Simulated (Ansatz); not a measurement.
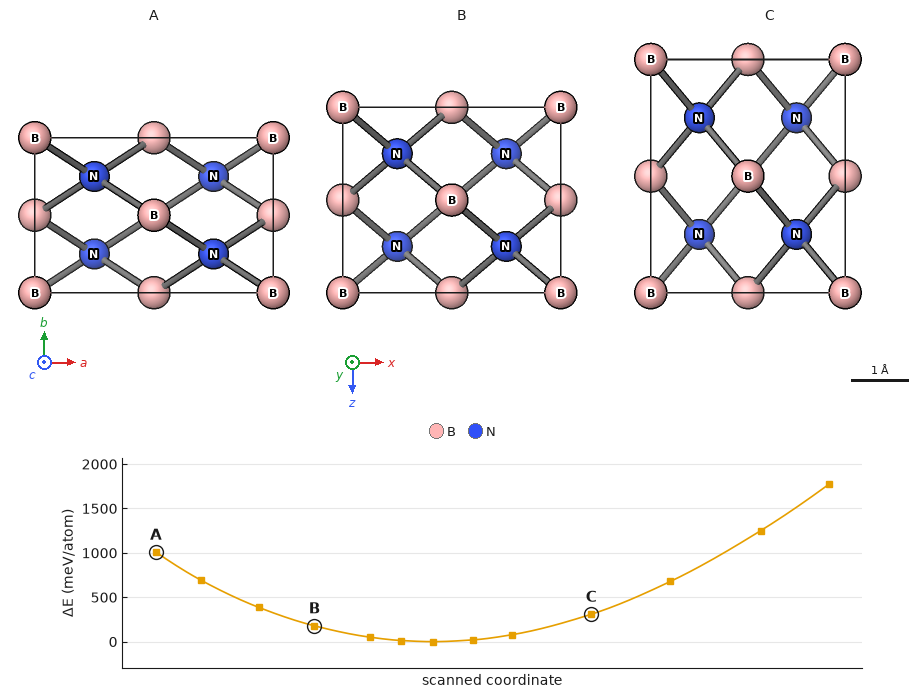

Frames of a one-coordinate scan of a crystal of BN (F-43m). x, y and z are the Cartesian axes of the input. The picture is a ball-and-stick view of the conventional cell (4 times the calculation's cell), seen along the c axis. Lengths and directions refer to the drawn axes.

Computed with Ansatz 0.2.0, DFT r2SCAN, scalar-relativistic, plane waves, PAW. Set-up: plane-wave cutoff 500 eV; k-point mesh 12 × 12 × 12; occupations gaussian; smearing width 0.05 eV; no spin polarisation. Energies (free energies at the smearing named) are counted from the cell as listed in its source, which wasn't relaxed.

Question: What is being scanned?

Answer: The ratio of the cell's length along z to its lengths across, counted as 1 for the reference, is changed at fixed volume (a tetragonal or Bain path), with the atoms kept at their fractional coordinates. In the frames the relative ratio is 0.65 (A), 0.85 (B), 1.20 (C). Of the computed points the lowest is at the relative ratio 1.00, 0 meV/atom. The unrelaxed reference is under a pressure of −5.2 GPa. The distortion takes the space group from F-43m to I-4m2. At the relative ratio 1.50 the cell of the drawing goes a 3.626 → 3.168 Å, b 3.626 → 4.751 Å, c 3.626 → 3.168 Å.
